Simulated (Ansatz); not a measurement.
# Mending a single-point calculation on Re

System: Re (P6₃/mmc, 2 atoms in the cell).
Method of run 1: DFT, PBEsol, plane waves, PAW (Ansatz 0.2.0).

The structure derives from a Materials Project entry. Text and figures count atoms from 1; the logs count them from 0 in places.

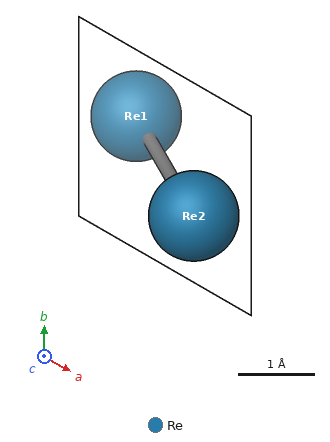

The structure (ball-and-stick view of the cell of the calculation, along the c axis; atoms are numbered from 1 in the order of the input). Near neighbours in the crystal (not all of them lie inside the picture): Re has 12 Re at 2.63 to 2.66 Å.

**The input, run 1**
```yaml
crystal:
  lattice:
    - [2.6586, 0.0, 0.0]
    - [-1.3293, 2.3024151385, 0.0]
    - [0.0, 0.0, 4.2656]
  atoms:
    - { symbol: Re, position: [0.3333333333, 0.6666666667, 0.25] }
    - { symbol: Re, position: [0.6666666667, 0.3333333333, 0.75] }
basis:
  ecutwfc: 420
kpoints:
  mp_grid: { grid: [18, 18, 10] }
hamiltonian:
  xc: pbesol
scf:
  occupations: { method: gaussian, width: 0.15 }
  convergence: { dr2_threshold: -1.0e-06 }
  max_iter: 80
output:
  forces: true
  eigenvalues: true
  stress: true
```

Command:
```bash
ansatz run input.yaml --threads 1 --pin off --max-ram 2048MiB --backend cpu --events-out ev --progress --plain --runs-dir out
```

Hardware: 1 thread of Arm Neoverse V1, 24 GiB of memory available, shared host.

**Output (run 1)**
```
Error: invalid value for `scf.convergence.dr2_threshold`: must be finite and > 0; got -0.000001 eV
```

**Diagnose this run and give a change of the input that cures it.**

The input was spoiled on purpose: a threshold that can't be met (`scf.convergence.dr2_threshold`). The program refused the input: “invalid value for `scf.convergence.dr2_threshold`: must be finite and > 0; got -0.000001 eV”

A run of the same system that converges differs from this input as follows (lines with − go, lines with + come):
```diff
-  convergence: { dr2_threshold: -1.0e-06 }
-  max_iter: 80
```

**Output, shortened to warnings, some set-up lines, iterations and results (run 2)**
```
Basis set: ecut = 420 eV, 537 PW (Γ), exchange–correlation on 36×36×60 points (8 copies of the dense FFT grid, shifted against one another)
Symmetry: 24 space group operations
k-points: 222 of 3240
Initial density: superposition of atomic densities (neutral atoms: chi_scale 0, normalization atom), corrected by the library's trained network
[...]
SCF iter   1: F=—  HF=-21474.043359 eV  |F-HF|=—  |Δ(HF+E_count)|=         —  Δρ=9.11e-3  dr2=6.38e-3  ethr=1.77e-3  ⟨swp⟩=5.1  Hψ=19386  notcnv=0
SCF iter   2: F=—  HF=-21474.044201 eV  |F-HF|=—  |Δ(HF+E_count)|=   8.43e-4  Δρ=5.31e-3  dr2=2.30e-3  ethr=2.13e-5  ⟨swp⟩=1.2  Hψ=6118  notcnv=0
SCF iter   3: F=—  HF=-21474.044606 eV  |F-HF|=—  |Δ(HF+E_count)|=   4.05e-4  Δρ=3.20e-4  dr2=1.61e-5  ethr=7.67e-6  ⟨swp⟩=1.3  Hψ=4463  notcnv=0
SCF iter   4: F=—  HF=-21474.044568 eV  |F-HF|=—  |Δ(HF+E_count)|=   3.83e-5  Δρ=1.03e-4  dr2=7.92e-7  ethr=5.37e-8  ⟨swp⟩=2.0  Hψ=7115  notcnv=0
SCF iter   5: F=-21474.044568 eV  HF=-21474.044568 eV  |F-HF|=1.52e-8  |Δ(HF+E_count)|=   2.52e-7  Δρ=1.46e-5  dr2=2.87e-8  ethr=2.64e-9  ⟨swp⟩=2.6  Hψ=5812  notcnv=0
SCF iter   6: F=-21474.044568 eV  HF=-21474.044568 eV  |F-HF|=2.76e-10  |Δ(HF+E_count)|=   7.12e-9  Δρ=2.43e-6  dr2=5.94e-10  ethr=9.58e-11  ⟨swp⟩=2.1  Hψ=14192  notcnv=0
SCF 1 converged in 6 iterations: F = -21474.044568 eV  dr2 = 5.94e-10
SCF converged after 6 iterations
Free energy (F): -21474.044568 eV
Harris-Foulkes:  -21474.044568 eV  (|F-HF|=2.76e-10)
Internal energy: -21474.028235 eV  (E = F + TS)
E sigma→0 (E₀):  -21474.036402 eV
Entropy (-TS):   -0.016333 eV (-8.166 meV/atom)
Fermi energy:    27.316563 eV
--- Per-component energies (eV) ---
  E_band       = -47.760238
  E_kinetic    = 1100.380686
  E_local      = -1321.096897  (includes V_loc(G=0)·N_el)
  E_nonlocal   = 101.468346
  E_hartree    = 490.097710
  E_xc         = -808.584419
  E_vxc        = -615.876442  (∫ρ·V_xc dr)
  E_paw        = -17062.962198  (= ΣΔE_a)
  E_vpaw       = -292.830774  (= ΣTr[D̂ρ^β])
  E_aug_tail   = -0.000149  (compensation charges beyond the density's cutoff)
  E_ewald      = -3973.797836
  E_core_change = 0.466523  (= ΣΔE_core)
  E_smearing   = -0.016333  (= −TS)
  E_closure    = 0.000000  (closes the sum)
  Σ components = -21474.044568   (vs F -21474.044568, Δ=0.00e0)
--- Forces (eV/Å), atoms counted from 1 ---
  atom   1  Re     0.00000000     0.00000000     0.00000000
  atom   2  Re     0.00000000    -0.00000000     0.00000000
  max |Σ_I F_I| component: 9.25e-18 eV/Å
--- Stress (GPa, compression-positive) ---
       52.371400      -0.000000       0.000000
        0.000000      52.371400       0.000000
        0.000000       0.000000      56.875414
  P = ⅓ Tr σ = 53.8727 GPa (538.727 kbar)
```

**The two runs side by side**

| quantity | run 1 | run 2 |
| --- | --- | --- |
| outcome | refused | converged |
| free energy per atom (eV) | – | −10737.0223 |
| gap on the mesh (eV) | – | 0.00 |
| pressure (GPa) | – | 53.87 |
| volume per atom (Å³) | – | 13.06 |
| largest force (eV/Å) | – | 0.000 |
| SCF iterations | – | 6 |
| irreducible k-points | – | 222 |
| plane waves at Γ | – | 537 |

Notes on run 2: Spin–orbit coupling is left out, which matters for Re. The cell is under a pressure of 54 GPa at this level, so it is not at its equilibrium volume.
